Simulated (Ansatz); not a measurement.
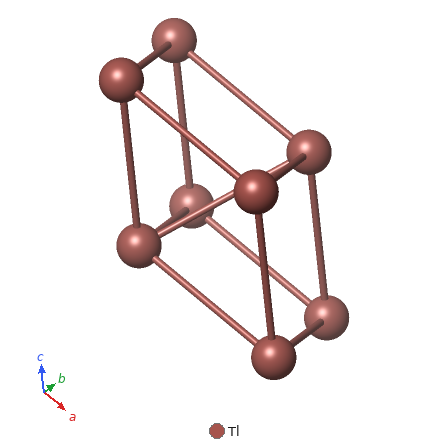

System: Tl, space group Im-3m (No. 229). The picture shows the cell.

The given structure:
```xyz
1
Lattice="-1.9410 1.9410 1.9410 1.9410 -1.9410 1.9410 1.9410 1.9410 -1.9410" Properties=species:S:1:pos:R:3 pbc="T T T"
Tl    0.0000    0.0000    0.0000
```

How it was computed, with Ansatz 0.2.0: homogeneous strain of a crystal along one Voigt pattern with engineering shear, fractional coordinates fixed, by plane-wave density functional theory with PAW datasets, free energies less that of the undisturbed cell; scalar-relativistic. Level: PBEsol, no spin polarisation.

- wave cutoff: 420 eV
- k mesh: 18×18×18
- occupations: Gaussian
- smearing width: 0.15 eV
- k shift: (0, 0, 0) (mesh steps)
- start: as given
- strain pattern: (0, 0, 0, 0, 1, 0) (xx yy zz yz xz xy with engineering shear)

Predict the energy change and tensile stress summed over the strain pattern against strain. The strain takes the values −0.04, −0.02, 0.00, 0.01, 0.03.

The energy change is 2.23 meV/atom at strain −0.04 and 1.29 meV/atom at 0.03; the lowest computed point is at strain 0.00 (0.00 meV/atom). The tensile stress summed over the strain pattern rises from −0.587 GPa at strain −0.04 to 0.464 GPa at 0.03, and changes sign near 0.00.

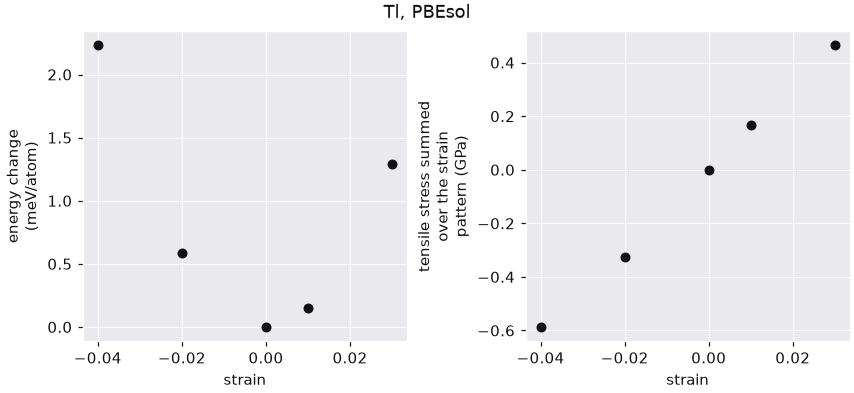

Limits of the calculation: reference crystal is not relaxed.
